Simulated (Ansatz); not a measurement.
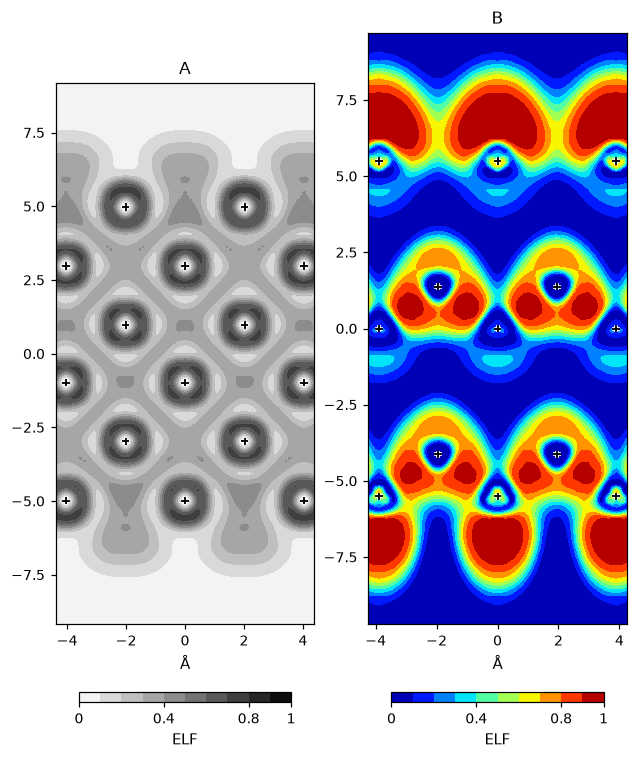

The electron localisation function of 2 systems, each on a plane through atoms (crosses mark nuclei in the plane).

Method: Ansatz, DFT PBE, scalar-relativistic, plane waves, PAW.

System 1: Al₅P₄ (slab), the (100) plane of the calculation cell, a cut from vacuum to vacuum. Not relaxed (largest force 0.3 eV/Å); computed without spin polarisation.

System 2: W (slab), the (110) plane of the calculation cell, a cut from vacuum to vacuum. 

```
W
1.0
     2.85459    0.00000    0.00000
     0.00000    2.85459    0.00000
     0.00000    0.00000   25.09252
W
6
Direct
  0.50000 0.50000 0.30154
  0.00000 0.00000 0.38143
  0.50000 0.50000 0.46087
  0.00000 0.00000 0.53913
  0.50000 0.50000 0.61857
  0.00000 0.00000 0.69846
```

Match each panel to its system.

Answer. Panel A is system 2, W: the plane holds W. W–W (2.82 Å): the ELF is about 0.35 at the midpoint. Panel B is system 1, Al₅P₄: the plane holds Al and P. Al–P (2.38 Å): the ELF peaks at about 0.95 between the atoms.
